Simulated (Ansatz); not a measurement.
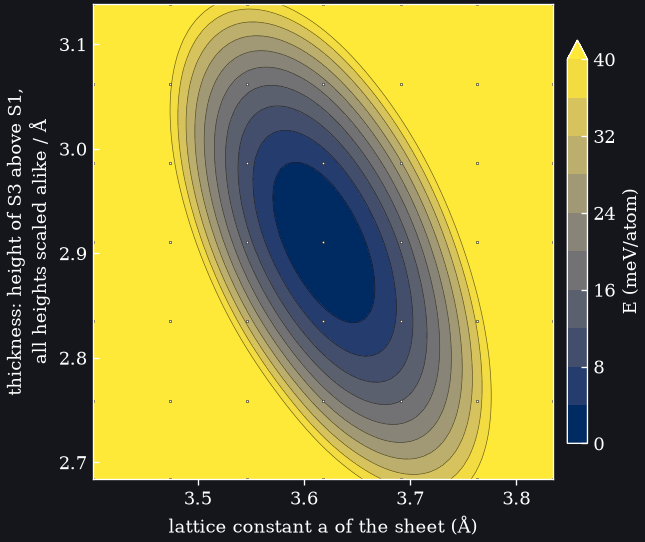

A two-dimensional sheet of HfS₂ (3 atoms in the cell). The lattice constant and the thickness of a sheet are varied, nothing relaxed. Coordinates scanned: (1) lattice constant a of the sheet (both vectors scaled alike); (2) thickness: height of S3 above S1, all heights scaled alike. The grid has 7 × 7 points. Points are written as (first, second). All energies are given in meV/atom relative to the lowest grid point. The calculation used DFT PBE+D3(BJ), scalar-relativistic, plane waves, PAW in Ansatz. Settings: cutoff 420 eV, k-mesh 9×9×1, gaussian smearing 0.02 eV, no spin polarisation.

The picture shows filled contours, dots at the grid points, one colour for all values above the top of the scale. Between grid points the surface is interpolated.

Q: Where is the minimum, and how stiff is the well along each coordinate?

A: The interpolated minimum is at the first coordinate ≈ 3.618 Å, the second coordinate ≈ 2.911 Å. The curvatures there are about 15 eV/Å² and 6.1 eV/Å², with a cross term of about 5.4 eV/Å² (per cell of 3 atoms). Round the minimum the valley is strongly tilted: raising the first coordinate shifts the best value of the second coordinate downwards (coupling k₁₂/√(k₁₁k₂₂) about 0.6).

PAW datasets: the set soft_1.
